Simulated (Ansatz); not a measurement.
Run report: AlNi, single-point calculation (part 3 of 3)

The same run, continued: AlNi (Cmmm, 2 atoms in the cell); DFT r2SCAN, scalar-relativistic, plane waves, PAW, spin-polarised (Ansatz 0.2.0); cutoff 500 eV, 6×6×6 k-mesh, Gaussian smearing of 0.1 eV, collinear spins. The structure derives from a Materials Project entry.

Geometry of the input (Å; fractional positions):
```
1.9387  -1.9532  0.0000
1.9387  1.9532  0.0000
0.0000  0.0000  3.0994
Al 0.0000  0.0000  0.0000
Ni 0.5000  0.5000  0.5000
```

Log, continued:
```
iter 41 did not close the SCF: its close was put off for a magnetic moment that had not settled (scf_convergence_deferred on its scf_iter line)
SCF iter  41: F=-6387.017222 eV  HF=-6387.017222 eV  |F-HF|=1.25e-7  |Δ(HF+E_count)|=   4.80e-6  Δρ=6.74e-6 (↑2.80e-6 ↓6.74e-6)  dr2=3.54e-9  dr2_τ=2.60e-11  dr2_m=4.28e-9  M=-0.000 μB ∫|m|=0.000 μB  β_m=1.20  ethr=5.61e-11  ⟨swp⟩=6.1  Hψ=7830  notcnv=0  κ⁻¹=7.8e-8(r=8)
iter 42 did not close the SCF: its close was put off for a magnetic moment that had not settled (scf_convergence_deferred on its scf_iter line)
SCF iter  42: F=-6387.017222 eV  HF=-6387.017222 eV  |F-HF|=3.61e-8  |Δ(HF+E_count)|=   9.42e-8  Δρ=2.43e-6 (↑2.43e-6 ↓2.28e-6)  dr2=7.32e-11  dr2_τ=3.64e-12  dr2_m=1.14e-9  M=0.000 μB ∫|m|=0.000 μB  β_m=1.20  ethr=1.69e-11  ⟨swp⟩=2.1  Hψ=6122  notcnv=0  κ⁻¹=5.8e-8(r=8)
iter 43 did not close the SCF: its close was put off for a magnetic moment that had not settled (scf_convergence_deferred on its scf_iter line)
SCF iter  43: F=-6387.017222 eV  HF=-6387.017222 eV  |F-HF|=6.12e-9  |Δ(HF+E_count)|=   3.82e-8  Δρ=8.95e-7 (↑7.57e-7 ↓8.95e-7)  dr2=2.46e-11  dr2_τ=9.87e-13  dr2_m=1.24e-10  M=0.000 μB ∫|m|=0.000 μB  β_m=1.20  ethr=1.00e-12  ⟨swp⟩=1.4  Hψ=5677  notcnv=0  κ⁻¹=3.2e-7(r=8)
SCF iter  44: F=-6387.017222 eV  HF=-6387.017222 eV  |F-HF|=1.48e-9  |Δ(HF+E_count)|=   5.99e-9  Δρ=2.53e-7 (↑2.38e-7 ↓2.53e-7)  dr2=6.84e-12  dr2_τ=2.66e-13  dr2_m=6.52e-12  M=0.000 μB ∫|m|=0.000 μB  ethr=1.00e-12  ⟨swp⟩=1.8  Hψ=4891  notcnv=0
WARN: the starting moments were not kept: the SCF closed with an absolute magnetisation of 1.5e-5 μB, where they sum to 2 μB in size (1 site). That is at most 0.1 of that sum. Measured as dr2_m measures the in/out step, that magnetisation stands 3.0e-10 eV from none, at or under the dr2_threshold of 1.0e-7 eV: it is no larger than a step whose dr2_m would equal this threshold. The system may hold no moment; this SCF shows only that its start led to no more than that. To try another start: raise the starting moments (crystal.atoms[].spin, magnetization.per_species, magnetization.initial_magnetization, or on a non-collinear deck that types none of these the spinor_matrix: blocks that start its atoms; where the total moment is fixed, keep their sum and leave initial_magnetization as it is; typed ones take the place of any that the run laid by itself, positive ones on a crystal's lanthanoids without a Hubbard term where scf.initial_density.shell_occupations: [] is typed) or, if the notice of its spin-set hold's release reads "site moments contracting" or "site moments show no strong build", lengthen the hold (scf.mixing.spin_hold: { on: { confirm: 4 } }; for m-r²SCAN on two components see the key's manual first). Each may lead to a state that holds a moment. A second SCF, from the converged charge density, with the starting moments and any scf.initial_density.shell_occupations laid on it anew, would have followed, and was not run: the deck does not ask for one (magnetization.retry_lost_moments is false, the default). To let it run, set magnetization.retry_lost_moments: true and run the deck again, where that key's refused combinations let it; where memory then withholds it, that run's warning says so.
SCF 1 converged in 44 iterations: F = -6387.017222 eV  dr2 = 6.84e-12
  greatest PAW one-centre occupation: 1.001 electrons in one spin orbital (limit 2), on the Ni atom at site 1 (counted from 0), in its partial waves of l = 1
```

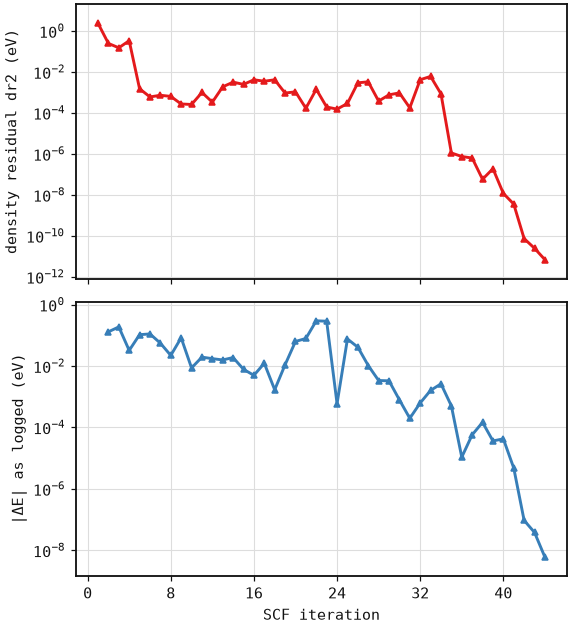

*Convergence of the self-consistent field: density residual dr2 and size of the energy change against the SCF iteration.*

The residual falls unevenly and jumps up by a factor of two or more 8 times on the way down.

```
this state was not tested for a lower state beside it, because the mixer in use, unlike msr1, does not test its closes by its own steps (another_mixer; see scf.mixing.algorithm and scf.lower_state_search)
SCF converged after 44 iterations
Magnetization: 0.0000 μB (10.5000 up, 10.5000 down)
Absolute magnetization: 0.0000 μB (∫|ρ↑−ρ↓|, with the PAW one-centre terms)
Spin contamination: 0.0000 ħ² per cell (⟨S²⟩ above its minimum at these occupations)
Per-site moments (μB) at R_I (Å): [(2.0822945879592702e-6, 1.0238106297805967), (1.0083518633812737e-5, 1.0238106297805967)]
Free energy (F): -6387.017222 eV
Harris-Foulkes:  -6387.017222 eV  (|F-HF|=1.48e-9)
Internal energy: -6387.013144 eV  (E = F + TS)
E sigma→0 (E₀):  -6387.015183 eV
Entropy (-TS):   -0.004078 eV (-2.039 meV/atom)
Fermi energy:    14.325279 eV
--- Per-component energies (eV) ---
  E_band       = -355.773532
  E_kinetic    = 311.587182
  E_local      = -4444.623198  (includes V_loc(G=0)·N_el)
  E_nonlocal   = 651.868139
  E_hartree    = 1918.274864
  E_xc         = -117.402777
  E_vxc        = -151.402715  (∫ρ·V_xc dr)
  E_paw        = -2120.637599  (= ΣΔE_a)
  E_vpaw       = -570.188188  (= ΣTr[D̂ρ^β])
  E_aug_tail   = 0.000226  (compensation charges beyond the density's cutoff)
  E_vtau       = 10.435279  (kinetic-family band-sum trace: ∫τ·v_τ [+ j·A + Jᵃ·Aᵃ] dr)
  E_ewald      = -2585.719804
  E_core_change = -0.360177  (= ΣΔE_core)
  E_smearing   = -0.004078  (= −TS)
  E_closure    = -0.000000  (closes the sum)
  Σ components = -6387.017222   (vs F -6387.017222, Δ=0.00e0)
--- Forces (eV/Å), atoms counted from 1 ---
  atom   1  Al    -0.00000000     0.00000000     0.00000000
  atom   2  Ni     0.00000000    -0.00000000     0.00000000
  max |Σ_I F_I| component: 2.48e-29 eV/Å
--- Stress (GPa, compression-positive) ---
        2.959380      -0.000000      -0.000000
       -0.000000       1.037321       0.000000
       -0.000000       0.000000      -2.521188
  P = ⅓ Tr σ = 0.4918 GPa (4.918 kbar)
--- Band table (eV; the first three rows and the last of 104) ---
  k-point 0 ↑: bands = ["-92.8332", "-51.7560", "-51.7516", "-51.7498", "2.2640", "10.6015", "10.7908", "12.4748", "12.4929", "12.7164", "17.2858", "21.5778", "21.6759", "21.7198", "23.1309", "30.0233"]
  k-point 1 ↑: bands = ["-92.8331", "-51.7586", "-51.7514", "-51.7497", "2.7286", "10.3115", "10.8724", "12.3520", "12.3718", "12.7270", "15.0073", "22.2501", "22.2906", "23.0826", "24.4522", "30.7677"]
  k-point 2 ↑: bands = ["-92.8328", "-51.7639", "-51.7511", "-51.7494", "4.0844", "8.7530", "11.0420", "12.1242", "12.1467", "12.7482", "13.2130", "22.9713", "23.8279", "23.8612", "27.8715", "29.1707"]
  k-point 51 ↓: bands = ["-92.8268", "-51.7879", "-51.7868", "-51.7585", "9.7456", "9.8055", "9.8395", "12.9633", "13.3563", "16.0098", "16.2610", "16.3888", "18.4230", "18.5210", "18.8443", "19.7286"]
--- Löwdin populations: 2 sites ---
  site symbol       q [e]    m [muB]
     0     Al      3.2857     0.0000
     1     Ni     17.5284     0.0000
  spilling = 0.008852 (of n_electrons = 21.000000)
```

File populations.tsv:
```
# site	symbol	l	j	q_up	q_dn
# orbitals = lowdin
# n_electrons = 21.000000
# spilling = 0.008852
0	Al	0_3S	-	0.432041	0.432041
0	Al	1_3P	-	1.210813	1.210808
1	Ni	0_3S	-	0.990242	0.990242
1	Ni	0_4S	-	0.265230	0.265230
1	Ni	1_3P	-	2.996317	2.996317
1	Ni	2_3D	-	4.512419	4.512410
```

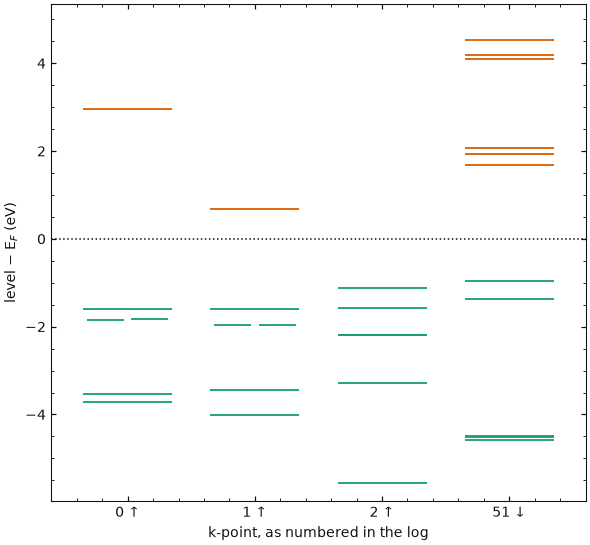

*Kohn–Sham levels near the Fermi level (dotted) at the few k-points that the log prints; levels within 0.02 eV of each other stand side by side.*

The system is metallic on the full mesh.
